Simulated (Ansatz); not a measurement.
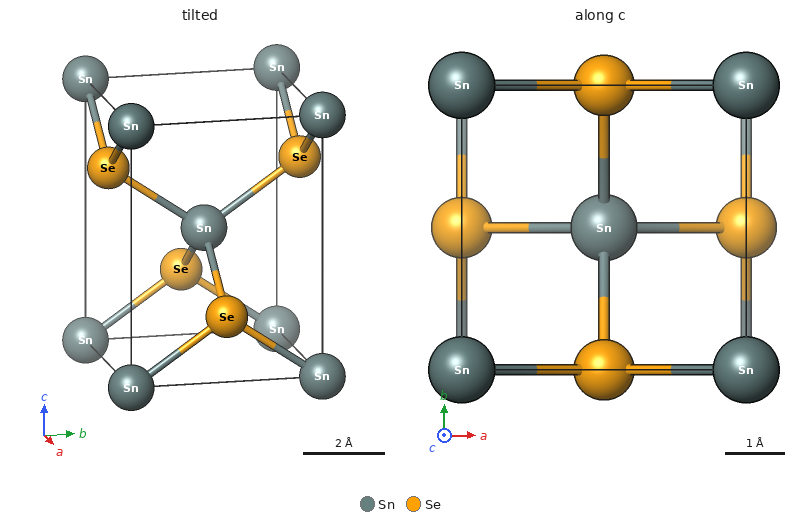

The image is a ball-and-stick drawing of a crystal, viewed slightly off an axis and along the c axis. Thin lines show the conventional unit cell, with boundary atoms drawn in all their periodic places.

SnSe, space group I-4m2 (No. 119), a = 4.902 Å, b = 4.902 Å, c = 6.728 Å, α = 90.00°, β = 90.00°, γ = 90.00°. The cell started as a structure type filled with these elements by a generator (whether the compound takes this form wasn't checked). The cell was then strained or its atoms displaced on purpose. It went into a calculation with Ansatz.

This one geometry was computed with Ansatz (DFT, plane waves, PAW) at three levels of theory: HSE06, r2SCAN and PBE. It was relaxed with r2SCAN and then strained.

> How does the band gap change with the level of theory?

PBE: a gap of 0.16 eV, indirect; r2SCAN: a gap of 0.24 eV, indirect; HSE06: a gap of 0.41 eV, indirect.

> Collect the results in a table.

| level | cutoff (eV) | k-mesh of the run's cell | gap (eV) | pressure (GPa) |
| --- | --- | --- | --- | --- |
| HSE06 | 420 | 4×4×4 | 0.41 | -1.7 |
| r2SCAN | 500 | 6×6×6 | 0.24 | -1.8 |
| PBE | 420 | 6×6×6 | 0.16 | -1.1 |

Gaps are taken on the k-mesh or band path of each run.
